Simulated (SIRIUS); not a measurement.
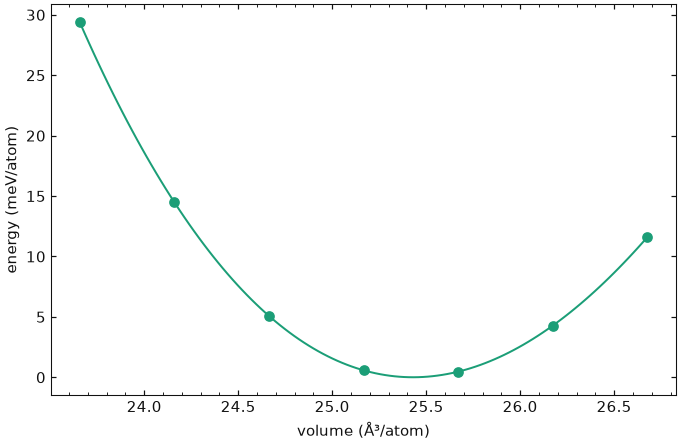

Caption: Energy against volume for InP, space group F-43m (No. 216).

A third-order Birch–Murnaghan fit gives V0 = 25.43 Å³/atom, B0 = 66.5 GPa and B′ = 4.6. The energy is 29.41 meV/atom at volume 23.66 Å³/atom and 11.59 meV/atom at 26.68 Å³/atom; the lowest computed point is at volume 25.67 Å³/atom (0.46 meV/atom), in a single well.

How it was computed, with SIRIUS 7.12.0: plane-wave DFT, no spin polarisation; energies at scaled volumes of the given cell, shape and fractions fixed, counted from the fit's minimum, third-order Birch-Murnaghan fit. Level: PBEsol.

| setting | value |
| --- | --- |
| k mesh | 8×8×8 |
| occupations | Fermi–Dirac |
| smearing width | 0.05 eV |
| potentials | dojo sr pbesol 0.4.1 standard |
| wave cutoff | 960 eV |
| density cutoff | 3840 eV |

Cell as given: a = 4.144 Å, b = 4.144 Å, c = 4.144 Å, α = 60.00°, β = 60.00°, γ = 60.00°; 2 atoms.
